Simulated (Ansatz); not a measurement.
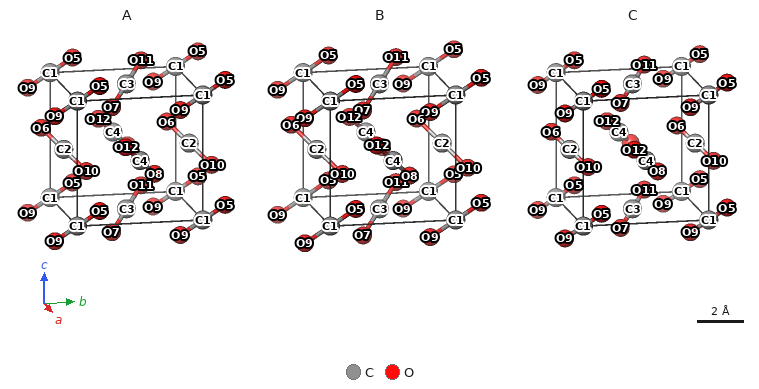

3 geometries from one relaxation of solid CO2 (set up in Pa-3), in shuffled order. The picture is a ball-and-stick view of the cell of the calculation, seen slightly off an axis.

Computed with Ansatz 0.2.0, DFT, PBE, plane-wave PAW, default files, scalar-relativistic. (plane-wave cutoff 420 eV; k-point mesh 4 × 4 × 4; occupations fermi dirac; smearing width 0.02 eV; no spin polarisation; atoms relaxed in a fixed cell; force threshold 0.02 eV/Å; at most 60 steps)

**Order the frames from highest to lowest energy.**

B, A, C. They are steps 0, 1, 6, at +2762 meV per atom, +1344 meV per atom relative to the last. Over 4 accepted moves (6 points after the start) the energy falls by 2762 meV per atom. The largest force component goes from 5.8 to 0.011 eV/Å. The line search rejected the trial step at point 3 of the run. 1 step only repeated the SCF at the same geometry. The largest moves, 0.46 Å, are those of 8 atoms (O5, O6, O7, O8 and others). O5 goes along [−1 −1 −1]. C stays in place. The cell doesn't change. Some distances before and after: C1–O5 1.626 → 1.168 Å. The space group stays Pa-3 (No. 205). The run took 23 s on 1 thread of Arm Neoverse V2 (shared host), peak memory 0.42 GiB.
